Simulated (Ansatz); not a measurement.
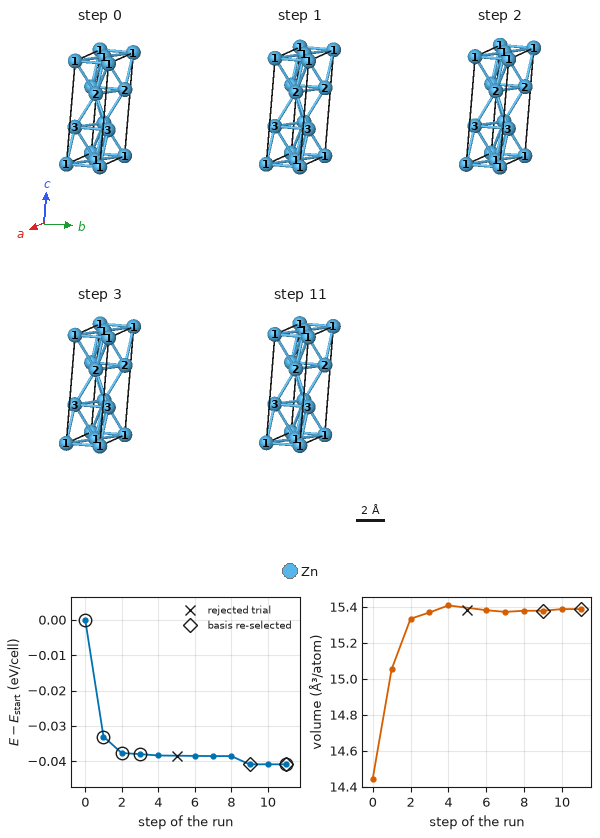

Frames of a relaxation of crystalline Zn (set up in C2/m), marked on the history of the run. A ball-and-stick model of the conventional cell (2 times the calculation's cell), seen slightly off an axis. Lengths and directions refer to the drawn axes.

Theory: DFT PBE, scalar-relativistic, plane waves, PAW (Ansatz).

The input:
```yaml
crystal:
  lattice:
    - [2.2681701736, -1.30848701, 0.0]
    - [2.2681701736, 1.30848701, 0.0]
    - [-1.5917165425, 0.0, 7.3004081919]
  atoms:
    - { symbol: Zn, position: [0.0, 0.0, 0.0] }
    - { symbol: Zn, position: [0.22198214, 0.22198214, 0.66549502] }
    - { symbol: Zn, position: [0.77801786, 0.77801786, 0.33450498] }
basis:
  ecutwfc: 420
kpoints:
  mp_grid: { grid: [18, 18, 6] }
hamiltonian:
  xc: pbe
scf:
  occupations: { method: gaussian, width: 0.1 }
output:
  forces: true
  stress: true
  eigenvalues: true
relax:
  adjacent_minimum: "off"
  f_tol: 0.005
  max_steps: 80
  cell: { stress_tol: 0.05 }
```

Run as
```bash
ansatz run input.yaml --threads 1 --pin off --max-ram 2560MiB --backend cpu --events-out ev --progress --plain --runs-dir out
```

**What happens along the run?**

The atoms keep their places relative to the cell (all moves are under 0.005 Å). Cell: a 4.536 → 4.558 Å (+0.5 %), b 2.617 → 2.631 Å (+0.5 %), c 7.472 → 7.846 Å (+5.0 %), β 102.3° → 101.1°. Volume +6.5 %. Among the contacts that change: Zn1–Zn2 2.865 → 2.994 Å, Zn2–Zn3 2.837 → 2.964 Å, Zn2–Zn3 (another image) 2.857 → 2.962 Å, Zn1–Zn2 (another image) 2.887 → 2.989 Å. The space group stays C2/m (No. 12). Over 8 accepted moves (11 points after the start) the energy falls by 40.9 meV per cell of the calculation. The largest force component goes from 0.0094 to 0.00049 eV/Å. Pressure: 4.18 GPa at the start and 0.01 GPa at the end. The line search rejected the trial step at point 5 of the run. At 2 points the geometry stayed and the basis and grid were re-selected for the new cell (energy shift of 2.3 meV per cell of the calculation at most each time). From step 0 to 1: volume +4.2 %, energy −33.0 meV per cell of the calculation. From step 1 to 2: volume +1.9 %, energy −4.7 meV per cell of the calculation. From step 2 to 3: volume +0.2 %, energy −0.3 meV per cell of the calculation. From step 3 to 11: volume +0.1 %, energy −2.9 meV per cell of the calculation.
